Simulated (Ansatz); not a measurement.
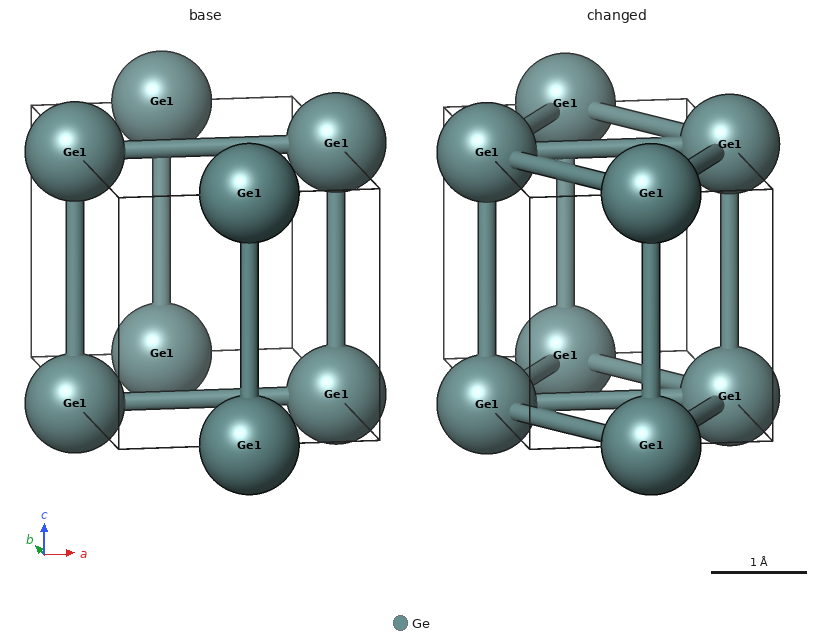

Left: a symmetric starting cell of Ge. Right: the same structure after one change, at the same scale. Style: ball-and-stick. Shown: the conventional cell (2 times the calculation's cell), slightly off an axis. Lengths and directions refer to the drawn axes.

Method: DFT PBEsol, scalar-relativistic, plane waves, PAW (Ansatz 0.2.0). Settings: plane-wave cutoff 420 eV; k-point mesh 16 × 16 × 16; occupations gaussian; smearing width 0.1 eV; no spin polarisation.

### What distinguishes the right structure from the left one?

The cell is strained by +0.1 % along c, −2.0 % along b, −7.0 % along a (volume −8.8 %), the atoms keeping their fractional coordinates. No relaxation follows. The starting cell wasn't computed here and needn't be at equilibrium, so pressure and forces aren't due to the change alone.

### And its effect?

The pressure is 3.5 GPa (not all of it need come from the change, since the unchanged cell can be under pressure at this level too). The principal stresses (compression positive) are 11.7 GPa along a, 2.6 GPa along b, −3.7 GPa along c. All forces vanish by symmetry. Among the bonded contacts that change: Ge–Ge 2.794 → 2.599 Å, Ge–Ge 2.952 → 2.860 Å. The space group stays Cmmm (No. 65).
